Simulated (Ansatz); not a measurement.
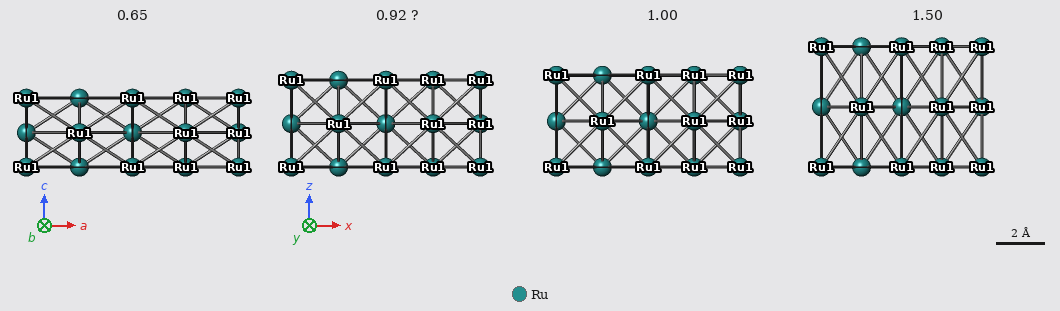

Energy scan for solid Ru (Fm-3m), in which the ratio of the cell's length along z to its lengths across, counted as 1 for the reference, is changed at fixed volume (a tetragonal or Bain path), with the atoms kept at their fractional coordinates. x, y and z are the Cartesian axes of the input. A ball-and-stick model of the conventional cell (4 times the calculation's cell), repeated 2 × 1 × 1 with one cell outlined, seen along the b axis. Lengths and directions refer to the drawn axes.

Level of theory: Ansatz 0.2.0, DFT PBE, scalar-relativistic, plane waves, PAW. Set-up: plane-wave cutoff 420 eV; k-point mesh 24 × 24 × 24; occupations gaussian; smearing width 0.15 eV; no spin polarisation. Energies (free energies at the smearing named) are counted from the cell as listed in its source, which wasn't relaxed.

```tsv
axial ratio over its reference value	energy change (meV/atom)
0.650	464
0.707	506
0.780	386
0.850	185
0.920	?
0.960	11
1.000	0
1.100	66
1.200	255
1.300	523
1.414	864
1.500	1127
```

### Fill in the missing row.

A straight line between the two neighbours gives 74 meV/atom. A cubic through the four nearest rows (0.780, 0.850, 0.960, 1.000) gives, with Lagrange weights, (−0.0808)(386) + (0.3879)(185) + (0.9899)(11) + (−0.2970)(0) = 51 meV/atom. The calculation gives 49 meV/atom, so the cubic is 2 meV/atom too high and the straight line 25 meV/atom too high, as the curve bends upwards here.

The whole profile:

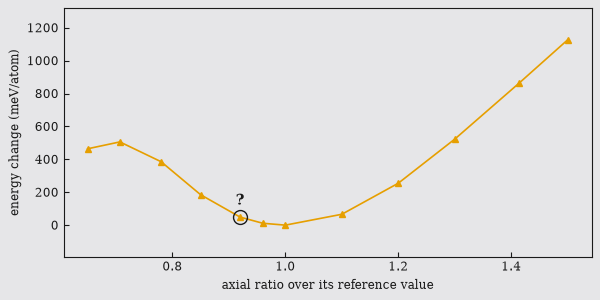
